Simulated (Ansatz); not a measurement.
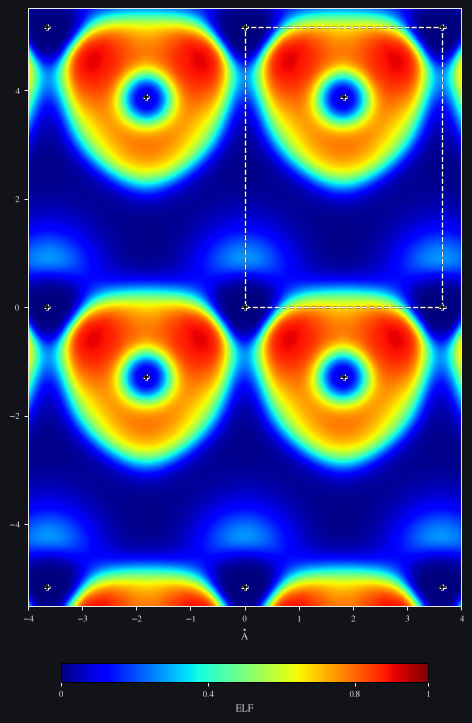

The ELF on a plane through atoms (crosses mark nuclei in the plane).

Theory: DFT r2SCAN, scalar-relativistic, plane waves, PAW in Ansatz.

Candidates:
A. BeSe, a = 6.26 Å, b = 3.65 Å, c = 3.65 Å, α = 90.00°, β = 124.49°, γ = 90.00°. Space group Cm; a structure from a database of computed crystals, not necessarily the ambient phase.
B. Sr, a = 3.89 Å, b = 3.89 Å, c = 6.51 Å, α = 90.00°, β = 90.00°, γ = 120.00°. Space group P6₃/mmc; computed pressure about 5 GPa in this cell.

Which system is this?

Candidate A: BeSe on the (101̄) plane of the conventional cell, which holds Be and Se. Be–Se (2.24 Å): the ELF peaks at about 0.90 between the atoms (a polar covalent bond).
